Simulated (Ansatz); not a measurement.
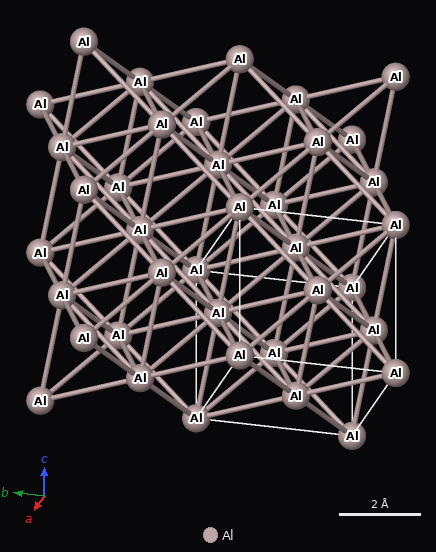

Reference structure: solid Al (set up in Fm-3m). The picture is a ball-and-stick view of the conventional cell (2 times the calculation's cell), repeated 1 × 2 × 2 with one cell outlined, seen from a free direction. Lengths and directions refer to the drawn axes.

Theory: DFT PBE, scalar-relativistic, plane waves, PAW in Ansatz 0.2.0. (plane-wave cutoff 420 eV; k-point mesh 18 × 18 × 14; occupations gaussian; smearing width 0.1 eV; no spin polarisation)

Change: Strain along c alone, −4.5 %, is applied. Symmetry leaves the atoms no freedom, so this is a single point.

> What is the effect?

Energy change: +13.3 meV per atom. Pressure: −0.1 GPa before, 4.1 GPa after. The principal stresses (compression positive) are 5.3 GPa along c and 3.6 GPa across it. All forces vanish by symmetry. Some distances before and after: Al–Al 2.858 → 2.794 to 2.858 Å. The space group (tolerance 0.01 Å) goes from Fm-3m (No. 225) to I4/mmm (No. 139).

Drawn alike, the variant:

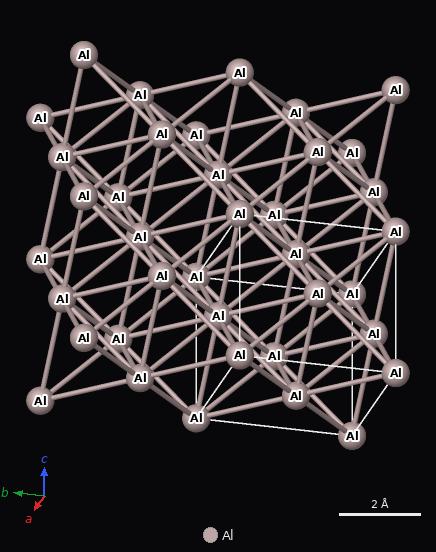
